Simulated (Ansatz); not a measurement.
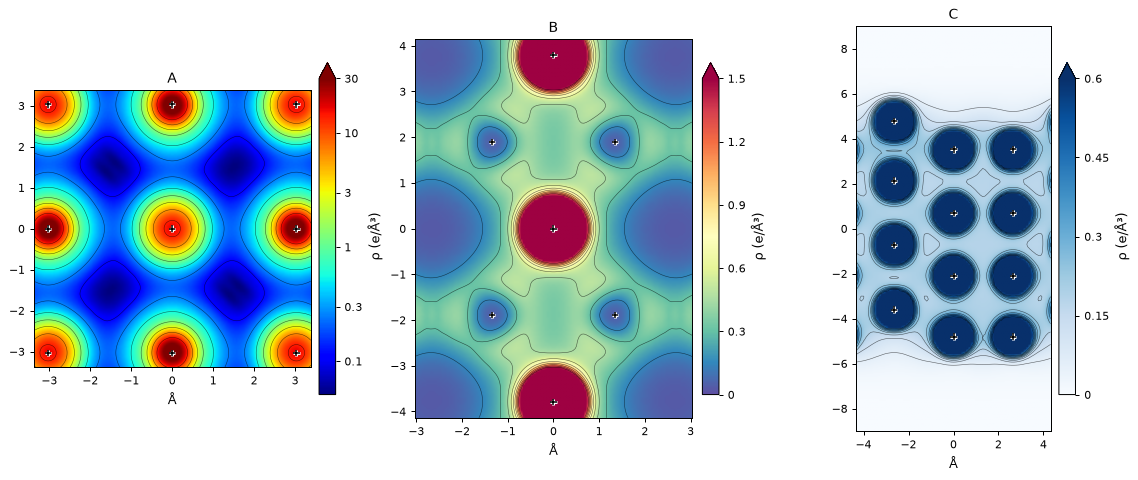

The valence charge density (pseudo) of 3 systems, each on a plane through atoms (crosses mark nuclei in the plane).

These are results of Ansatz, DFT PBE, scalar-relativistic, plane waves, PAW, not measurements.

System 1: CoSi2, the (101) plane of the conventional cell. Space group Fm-3m; computed without spin polarisation.

```xyz
12
Lattice="5.3599 0.0000 0.0000 0.0000 5.3599 0.0000 0.0000 0.0000 5.3599" Properties=species:S:1:pos:R:3 pbc="T T T"
Co    0.0000    0.0000    0.0000
Co    2.6799    2.6799    0.0000
Co    2.6799    0.0000    2.6799
Co    0.0000    2.6799    2.6799
Si    1.3400    1.3400    1.3400
Si    4.0199    4.0199    1.3400
Si    4.0199    1.3400    4.0199
Si    1.3400    4.0199    4.0199
Si    4.0199    1.3400    1.3400
Si    1.3400    4.0199    1.3400
Si    1.3400    1.3400    4.0199
Si    4.0199    4.0199    4.0199
```

System 2: SnSe, the (100) plane of the conventional cell. Space group Fm-3m.

```cif
data_structure
_symmetry_space_group_name_H-M 'P 1'
_symmetry_Int_Tables_number 1
_cell_length_a 6.0616
_cell_length_b 6.0616
_cell_length_c 6.0616
_cell_angle_alpha 90.000
_cell_angle_beta 90.000
_cell_angle_gamma 90.000
_cell_volume 222.72
loop_
_atom_site_label
_atom_site_type_symbol
_atom_site_fract_x
_atom_site_fract_y
_atom_site_fract_z
_atom_site_occupancy
Sn1 Sn 0.00000 0.00000 0.00000 1
Sn2 Sn 0.50000 0.50000 0.00000 1
Sn3 Sn 0.50000 0.00000 0.50000 1
Sn4 Sn 0.00000 0.50000 0.50000 1
Se1 Se 0.50000 0.00000 0.00000 1
Se2 Se 0.00000 0.50000 0.00000 1
Se3 Se 0.00000 0.00000 0.50000 1
Se4 Se 0.50000 0.50000 0.50000 1
```

System 3: Ti (slab), the (110) plane of the calculation cell, a cut from vacuum to vacuum. Computed without spin polarisation.

```yaml
crystal:
  lattice:
    - [4.57954, 0.00000, 0.00000]
    - [-2.28977, 3.96599, 0.00000]
    - [0.00000, 0.00000, 24.91260]
  atoms:
    - { symbol: Ti, position: [0.33333, 0.66667, 0.30716] }
    - { symbol: Ti, position: [0.66667, 0.33333, 0.30716] }
    - { symbol: Ti, position: [0.00000, 0.00000, 0.35539] }
    - { symbol: Ti, position: [0.33333, 0.66667, 0.41538] }
    - { symbol: Ti, position: [0.66667, 0.33333, 0.41538] }
    - { symbol: Ti, position: [0.00000, 0.00000, 0.47102] }
    - { symbol: Ti, position: [0.33333, 0.66667, 0.52744] }
    - { symbol: Ti, position: [0.66667, 0.33333, 0.52744] }
    - { symbol: Ti, position: [0.00000, 0.00000, 0.58558] }
    - { symbol: Ti, position: [0.33333, 0.66667, 0.64100] }
    - { symbol: Ti, position: [0.66667, 0.33333, 0.64100] }
    - { symbol: Ti, position: [0.00000, 0.00000, 0.69239] }
```

> Match each panel to its system.

Panel A is system 2, SnSe: the plane holds Sn and Se. Sn–Se (3.03 Å): ρ is about 0.22 e/Å³ halfway. Panel B is system 1, CoSi2: the plane holds Co and Si. Co–Si (2.32 Å): the density is about 0.49 e/Å³ at the midpoint. Panel C is system 3, Ti: the plane holds Ti. Ti–Ti (2.64 Å): the density is about 0.24 e/Å³ at the midpoint.
